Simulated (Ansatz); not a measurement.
Fe₁₃Co₃: band-structure calculation (part 2 of 2)

The same run, continued: Fe₁₃Co₃ (16 atoms in the cell); DFT r2SCAN, scalar-relativistic, plane waves, PAW, spin-polarised (Ansatz 0.2.0); cutoff 500 eV, 6×6×6 k-mesh, Gaussian smearing of 0.1 eV, collinear spins. The structure derives from a Materials Project entry.

Geometry of the input (Å; fractional positions):
```
5.6930  0.0000  0.0000
0.0000  5.6930  0.0000
0.0000  0.0000  5.6990
Fe 0.5000  0.0000  0.5000
Fe 0.7485  0.2515  0.7520
Fe 0.2515  0.7485  0.2480
Fe 0.2515  0.7485  0.7520
Fe 0.2515  0.2515  0.7520
Fe 0.0000  0.0000  0.5000
Fe 0.7485  0.2515  0.2480
Fe 0.7485  0.7485  0.7520
Fe 0.7485  0.7485  0.2480
Fe 0.0000  0.5000  0.5000
Fe 0.5000  0.0000  0.0000
Fe 0.2515  0.2515  0.2480
Fe 0.0000  0.5000  0.0000
Co 0.0000  0.0000  0.0000
Co 0.5000  0.5000  0.5000
Co 0.5000  0.5000  0.0000
```

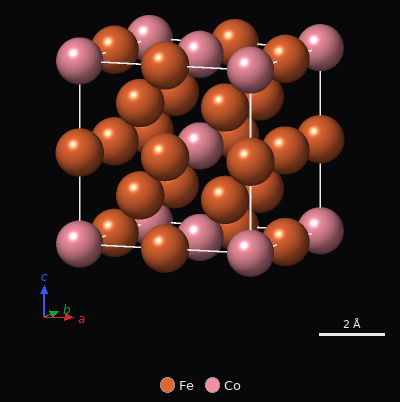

**Figure 1.** The input geometry (spheres-only view of the cell of the calculation, seen slightly off an axis). An atom can appear more than once, as a periodic image.

The program's output, continued
```
  k-point 1 ↑: bands = ["-82.2043", "-82.1372", "-82.1340", "-74.2661", "-74.2558", "-74.2547", "-74.2547", "-74.2505", "-74.2505", "-74.2499", "-74.2459", "-74.0097", "-73.9906", "-73.9872", "-73.7873", "-73.7852", "-44.0101", "-44.0101", "-43.9827", "-43.9725", "-43.9372", "-43.9339", "-43.9339", "-43.9226", "-43.9226", "-39.0667", "-39.0572", "-39.0501", "-39.0501", "-39.0272", "-39.0272", "-39.0138", "-39.0138", "-39.0042", "-38.9935", "-38.9919", "-38.9634", "-38.9441", "-38.9378", "-38.9338",
      "-38.9338", "-38.9111", "-38.9099", "-38.9099", "-38.8962", "-38.8678", "-38.8678", "-38.8397", "-38.8354", "-38.6794", "-38.6794", "-38.6780", "-38.6587", "-38.6587", "-38.6579", "-38.6362", "-38.6362", "-38.6243", "-38.4757", "-38.4757", "-38.4555", "-38.4555", "-38.4528", "-38.4262", "9.3830", "12.2554", "12.4737", "12.5222", "12.5521", "12.5903", "12.5991", "12.5991", "12.6257", "12.6488", "12.9675", "12.9675", "12.9713", "13.0503", "13.2456", "13.7984",
      "13.8645", "13.8645", "13.8950", "13.8989", "13.9327", "13.9327", "13.9465", "13.9465", "14.0020", "14.0846", "14.1629", "14.1885", "14.1885", "14.3858", "14.4302", "14.4302", "14.6980", "14.8994", "14.8994", "14.9269", "15.0573", "15.0573", "15.0751", "15.1360", "15.1360", "15.2587", "15.3356", "15.4132", "15.5129", "15.5129", "15.6329", "15.6761", "15.6761", "15.7118", "15.7690", "15.8686", "15.9074", "15.9074", "15.9389", "16.0791",
      "16.0791", "16.1025", "16.1288", "16.1655", "16.1775", "16.1906", "16.1937", "16.2029", "16.2353", "16.2417", "16.2786", "16.3049", "16.3148", "16.3355", "16.3355", "16.3481", "16.8090", "16.8090", "16.8211", "17.1396", "17.1554", "17.1554", "17.2750", "17.4178", "17.4178", "17.5002", "17.5597", "17.5597", "17.5660", "17.5774", "18.2629", "18.3652", "18.3652", "18.4440", "18.7405", "19.1791", "19.1791", "24.7522", "24.7522", "24.8511",
      "24.9535", "25.1576", "25.3972", "25.3972", "25.4874", "26.0522", "26.0858", "26.8398", "28.1641", "28.1641"]
  k-point 2 ↑: bands = ["-82.2043", "-82.1369", "-82.1344", "-74.2641", "-74.2579", "-74.2538", "-74.2538", "-74.2514", "-74.2514", "-74.2490", "-74.2467", "-74.0097", "-73.9906", "-73.9872", "-73.7874", "-73.7852", "-44.0101", "-44.0101", "-43.9825", "-43.9665", "-43.9434", "-43.9337", "-43.9337", "-43.9228", "-43.9228", "-39.0695", "-39.0538", "-39.0466", "-39.0466", "-39.0304", "-39.0304", "-39.0010", "-38.9967", "-38.9967", "-38.9939", "-38.9789", "-38.9664", "-38.9414", "-38.9323", "-38.9323",
      "-38.9299", "-38.9281", "-38.9229", "-38.9229", "-38.9054", "-38.8834", "-38.8834", "-38.8388", "-38.8363", "-38.6765", "-38.6765", "-38.6757", "-38.6565", "-38.6545", "-38.6545", "-38.6301", "-38.6301", "-38.6216", "-38.4770", "-38.4770", "-38.4577", "-38.4577", "-38.4569", "-38.4266", "9.8131", "11.3587", "12.6093", "12.6840", "12.7190", "12.7190", "12.7319", "12.7553", "12.8424", "12.9212", "12.9606", "12.9868", "12.9868", "13.0194", "13.1990", "13.3859",
      "13.5894", "13.7436", "13.8251", "13.8251", "13.8772", "13.8772", "14.0674", "14.1130", "14.1130", "14.1824", "14.2200", "14.2987", "14.2987", "14.5231", "14.6932", "14.7099", "14.7099", "14.8242", "14.8242", "14.8406", "14.9141", "14.9141", "15.0098", "15.0098", "15.0359", "15.1037", "15.1667", "15.3339", "15.3339", "15.4438", "15.5353", "15.6185", "15.6188", "15.6755", "15.7039", "15.7039", "15.8747", "15.8834", "15.9873", "15.9873",
      "16.0237", "16.0237", "16.0857", "16.0857", "16.0881", "16.1365", "16.1399", "16.1722", "16.1886", "16.1979", "16.2554", "16.2831", "16.2995", "16.4860", "16.5280", "16.6275", "16.6675", "16.6675", "16.7271", "16.8282", "16.8282", "17.0148", "17.1232", "17.2508", "17.2508", "17.3904", "17.6896", "17.6935", "17.7229", "17.7229", "18.0900", "18.1914", "18.1914", "18.2413", "20.3691", "20.3691", "20.4742", "23.1780", "23.1780", "24.7511",
      "24.9630", "25.0490", "25.5279", "25.5907", "26.4302", "26.6872", "26.6872", "26.7877", "28.9524", "28.9524"]
  k-point 39 ↓: bands = ["-78.9665", "-78.9440", "-78.9351", "-69.8500", "-69.8500", "-69.8495", "-69.8495", "-69.8492", "-69.8462", "-69.8455", "-69.8452", "-69.7144", "-69.7110", "-69.7110", "-69.6416", "-69.6416", "-40.8205", "-40.8205", "-40.8167", "-40.8124", "-40.8053", "-40.8013", "-40.8013", "-40.7909", "-40.7909", "-34.6696", "-34.6660", "-34.6614", "-34.6610", "-34.6606", "-34.6606", "-34.6576", "-34.6576", "-34.6553", "-34.6517", "-34.6469", "-34.6452", "-34.6393", "-34.6393", "-34.6384",
      "-34.5852", "-34.5831", "-34.5811", "-34.5811", "-34.5794", "-34.5778", "-34.5778", "-34.5775", "-34.5775", "-34.3876", "-34.3854", "-34.3786", "-34.3767", "-34.3767", "-34.3655", "-34.3655", "-34.3655", "-34.3590", "-34.3331", "-34.3314", "-34.3121", "-34.3108", "-34.3097", "-34.3097", "12.0900", "12.1137", "12.1371", "12.3128", "12.3128", "12.3292", "12.3292", "12.3463", "15.9595", "16.0048", "16.0348", "16.0348", "16.0722", "16.0722", "16.0731", "16.0838",
      "16.0916", "16.1164", "16.1315", "16.1543", "16.1543", "16.2691", "16.2691", "16.3197", "16.4251", "16.4326", "16.4756", "16.4756", "16.5206", "16.5206", "16.6012", "16.6551", "16.6551", "16.9308", "16.9873", "17.0281", "17.0281", "17.0781", "17.0784", "17.0857", "17.1069", "17.1271", "17.1271", "17.1318", "17.1477", "17.1477", "17.1635", "17.1650", "19.8101", "19.8214", "19.8356", "19.8883", "19.8904", "19.8904", "19.8976", "19.9013",
      "19.9126", "19.9126", "19.9523", "19.9523", "19.9818", "20.0151", "20.0242", "20.4410", "20.4410", "20.4412", "20.4678", "20.4699", "20.5342", "20.5342", "20.5383", "20.5387", "20.5971", "20.5992", "20.6021", "20.6021", "20.6269", "20.6269", "20.6476", "20.6617", "20.6617", "20.7045", "20.7045", "20.7159", "20.7180", "20.7180", "20.7491", "20.7874", "25.9836", "26.1613", "26.1723", "26.1723", "26.1784", "26.1937", "26.1937", "26.2497",
      "26.3196", "26.3274", "26.3589", "26.4335", "26.4335", "26.4616", "26.4616", "26.5645", "28.3202", "28.3636"]
--- Löwdin populations: 16 sites ---
  site symbol       q [e]    m [muB]
     0     Fe     15.7590     2.7840
     1     Fe     15.7229     2.8665
     2     Fe     15.7229     2.8665
     3     Fe     15.7229     2.8665
     4     Fe     15.7229     2.8665
     5     Fe     15.7521     2.7935
     6     Fe     15.7229     2.8665
     7     Fe     15.7229     2.8665
     8     Fe     15.7229     2.8665
     9     Fe     15.7590     2.7840
    10     Fe     15.7948     2.7001
    11     Fe     15.7229     2.8665
    12     Fe     15.7948     2.7001
    13     Co     16.7166     1.8891
    14     Co     16.7327     1.8663
    15     Co     16.7357     1.8631
  spilling = 0.016108 (of n_electrons = 259.000000)
```

File populations.tsv
```
# site	symbol	l	j	q_up	q_dn
# orbitals = lowdin
# n_electrons = 259.000000
# spilling = 0.016108
0	Fe	0_3S	-	0.992987	0.993371
0	Fe	0_4S	-	0.440612	0.513732
0	Fe	1_3P	-	2.998480	2.998039
0	Fe	2_3D	-	4.839384	1.982349
1	Fe	0_3S	-	0.993036	0.993585
1	Fe	0_4S	-	0.445127	0.514019
1	Fe	1_3P	-	2.998513	2.998242
1	Fe	2_3D	-	4.858038	1.922347
2	Fe	0_3S	-	0.993036	0.993585
2	Fe	0_4S	-	0.445127	0.514019
2	Fe	1_3P	-	2.998513	2.998242
2	Fe	2_3D	-	4.858038	1.922347
3	Fe	0_3S	-	0.993036	0.993585
3	Fe	0_4S	-	0.445127	0.514019
3	Fe	1_3P	-	2.998513	2.998242
3	Fe	2_3D	-	4.858038	1.922347
4	Fe	0_3S	-	0.993036	0.993585
4	Fe	0_4S	-	0.445127	0.514019
4	Fe	1_3P	-	2.998513	2.998242
4	Fe	2_3D	-	4.858038	1.922347
5	Fe	0_3S	-	0.993153	0.993483
5	Fe	0_4S	-	0.436551	0.512026
5	Fe	1_3P	-	2.998537	2.998011
5	Fe	2_3D	-	4.844569	1.975777
6	Fe	0_3S	-	0.993036	0.993585
6	Fe	0_4S	-	0.445127	0.514019
6	Fe	1_3P	-	2.998513	2.998242
6	Fe	2_3D	-	4.858038	1.922347
7	Fe	0_3S	-	0.993036	0.993585
7	Fe	0_4S	-	0.445127	0.514019
7	Fe	1_3P	-	2.998513	2.998242
7	Fe	2_3D	-	4.858038	1.922347
8	Fe	0_3S	-	0.993036	0.993585
8	Fe	0_4S	-	0.445127	0.514019
8	Fe	1_3P	-	2.998513	2.998242
8	Fe	2_3D	-	4.858038	1.922347
9	Fe	0_3S	-	0.992987	0.993371
9	Fe	0_4S	-	0.440612	0.513732
9	Fe	1_3P	-	2.998480	2.998039
9	Fe	2_3D	-	4.839384	1.982349
10	Fe	0_3S	-	0.992819	0.993216
10	Fe	0_4S	-	0.440295	0.510611
10	Fe	1_3P	-	2.998434	2.997837
10	Fe	2_3D	-	4.815884	2.045700
11	Fe	0_3S	-	0.993036	0.993585
11	Fe	0_4S	-	0.445127	0.514019
11	Fe	1_3P	-	2.998513	2.998242
11	Fe	2_3D	-	4.858038	1.922347
12	Fe	0_3S	-	0.992819	0.993216
12	Fe	0_4S	-	0.440295	0.510611
12	Fe	1_3P	-	2.998434	2.997837
12	Fe	2_3D	-	4.815884	2.045700
13	Co	0_3S	-	0.993521	0.993700
13	Co	0_4S	-	0.438065	0.525926
13	Co	1_3P	-	2.998797	2.998378
13	Co	2_3D	-	4.872480	2.895738
14	Co	0_3S	-	0.993465	0.993664
14	Co	0_4S	-	0.441669	0.524767
14	Co	1_3P	-	2.998784	2.998287
14	Co	2_3D	-	4.865569	2.916492
15	Co	0_3S	-	0.993241	0.993497
15	Co	0_4S	-	0.444171	0.526493
15	Co	1_3P	-	2.998736	2.998270
15	Co	2_3D	-	4.863261	2.918080
```

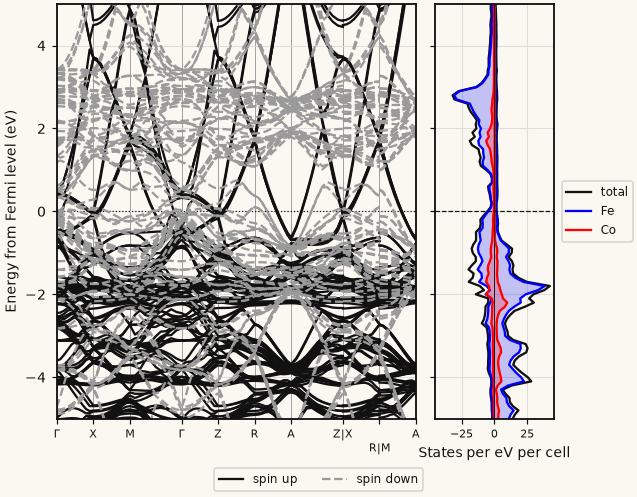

**Figure 2.** Band structure along Γ–X–M–Γ–Z–R–A–Z|X–R|M–A and density of states (projected on Löwdin-orthogonalised atomic shells), with energies from the Fermi level. Bands cross the Fermi level: a metal at this level of theory.

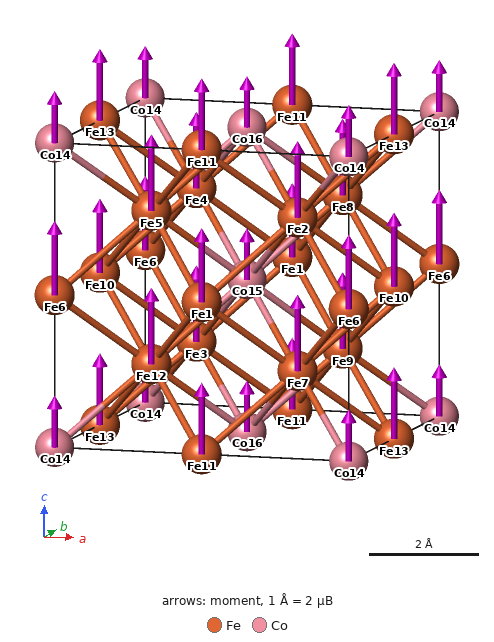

**Figure 3.** Magnetic moments of the sites as pink arrows (ball-and-stick view of the cell of the calculation, seen slightly off an axis; atoms are numbered from 1 in the order of the input); small moments hardly show. The run is collinear, so the axis drawn is arbitrary. Site moments: Fe2, Fe3, Fe4, Fe5, Fe7, Fe8 and 2 more (2.86 μB); Fe6 (2.78 μB); Fe1, Fe10 (2.77 μB); Fe11, Fe13 (2.68 μB); Co14 (1.94 μB); Co15 (1.92 μB); Co16 (1.91 μB). They are counted near the atoms and needn't add up to the moment of the cell.

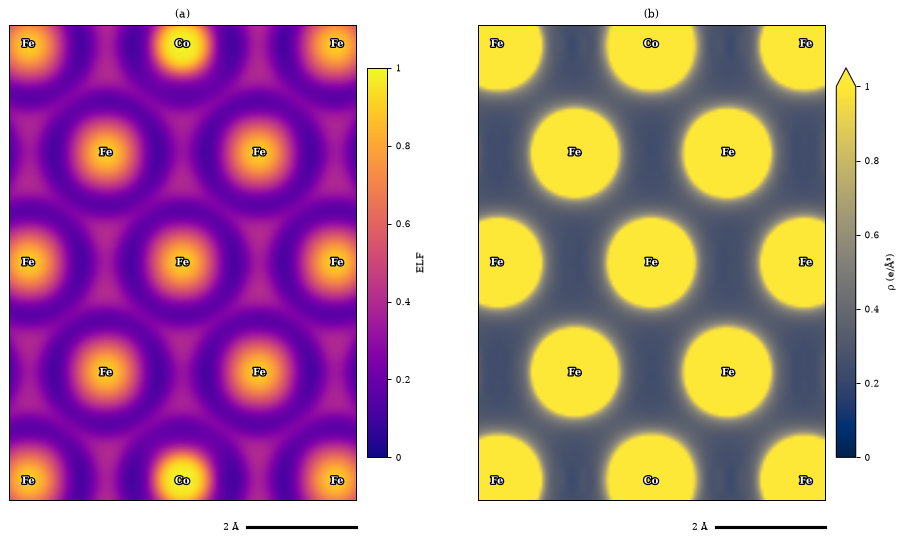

**Figure 4.** (a) ELF; (b) valence charge density (pseudo) on the (011) plane of the conventional cell. The section cuts through Fe and Co sites. Fe–Co (2.45 Å): the density is about 0.35 e/Å³ at the midpoint; the ELF is about 0.25 at the midpoint (no localised pair between them). Fe–Fe (2.47 Å): the density is about 0.34 e/Å³ at the midpoint; the ELF is about 0.25 at the midpoint (no localised pair between them). Away from the nuclei the density in this plane falls to 0.23 e/Å³ at its lowest. The strong features right at Fe and Co lie inside the PAW spheres (semicore, d or f shells) and say nothing about bonding. Core electrons are frozen (PAW), so the fields are smoothed inside the atomic spheres.

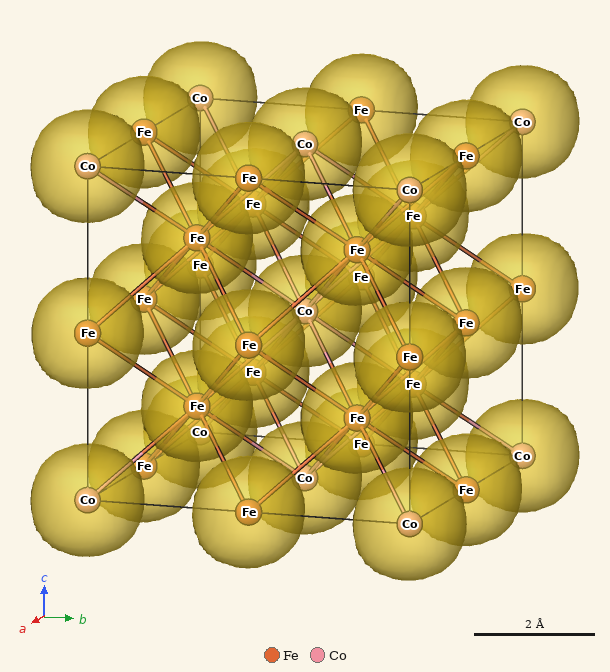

**Figure 5.** Isosurface of the valence charge density (pseudo) at 0.5 e/Å³ (yellow), seen slightly off an axis. Sticks mark near contacts. The outline is the cell set on symmetry axes. At this value the density breaks into separate islands; it holds about 85 % of the electrons treated as valence (semicore included). It is pinched off along the Fe–Co (2.45 Å) and Fe–Fe (2.46 Å) contacts. On the grid the lowest density along these lines, outside the cores, is 0.35 e/Å³ (Fe–Co, 2.45 Å) and 0.35 e/Å³ (Fe–Fe, 2.46 Å).

Summary

```csv
quantity,value
outcome,converged
space group (tolerance 0.01 Å),P4/mmm (123)
electrons treated,259
free energy,−73712.8028 eV
Fermi energy,18.012 eV
gap on the k-point mesh,none (metallic)
net moment of the cell,39.96 μB
integrated absolute moment,45.07 μB
pressure,0.00 GPa
largest force (length of the vector),under 0.001 eV/Å
wall time,4.1 min (CPU time 16 min)
peak memory,3.8 GiB
```

Remarks

The electronic state found may not be the lowest one. Notes on the run: the state was not tested for a lower one.
